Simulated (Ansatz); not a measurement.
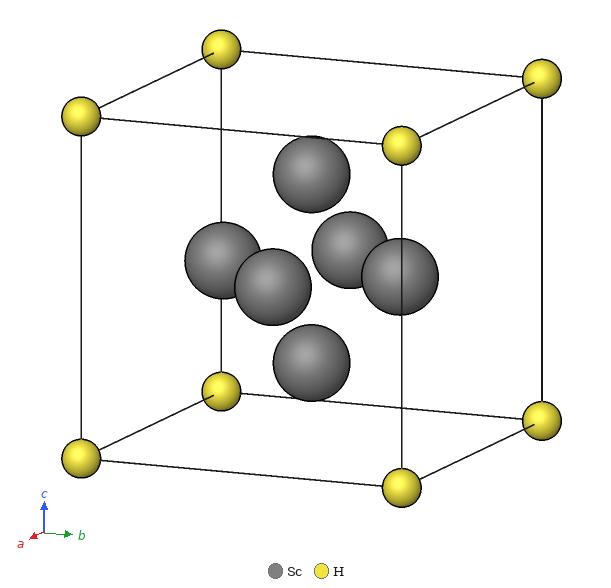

Structure drawing (spheres-only), viewed slightly off an axis. Thin lines show the conventional unit cell, with boundary atoms drawn in all their periodic places. Cell: a = 7.72 Å, b = 7.72 Å, c = 7.72 Å, α = 90.00°, β = 90.00°, γ = 90.00°.

Starting structure: a structure type filled with these elements by a generator (whether the compound takes this form wasn't checked). Earlier steps of the study may have refined or changed the cell and positions. Ansatz was used for an electronic-structure calculation on it.

### Summary of the structure:

The material is Sc6H. Its lattice is primitive cubic, its space group Pm-3m (No. 221). Counting shared atoms by their share gives 6 Sc, 1 H, or 7 atoms.

Results below were computed with DFT PBE, scalar-relativistic, plane waves, PAW (Ansatz 0.2.0); the settings were a kinetic-energy cutoff of 420 eV, a 6×6×6 sampling of the Brillouin zone, Gaussian smearing of 0.1 eV, no spin polarisation.

### Is the electronic structure metallic or gapped?

A metal: bands cross the Fermi level.

### State the Bader charges by element.

Sc +0.08 e; H -0.46 e.

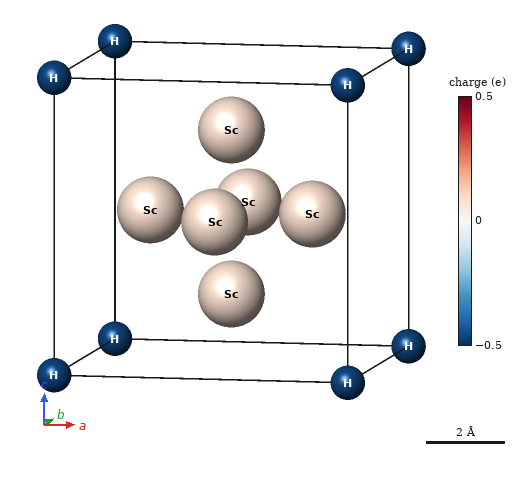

The atoms coloured by those charges. The run's cell of 7 atoms is drawn.

### Is the structure in equilibrium?

Yes. All forces vanish to within 0.01 eV/Å. The pressure is 0.0 GPa, close to zero.
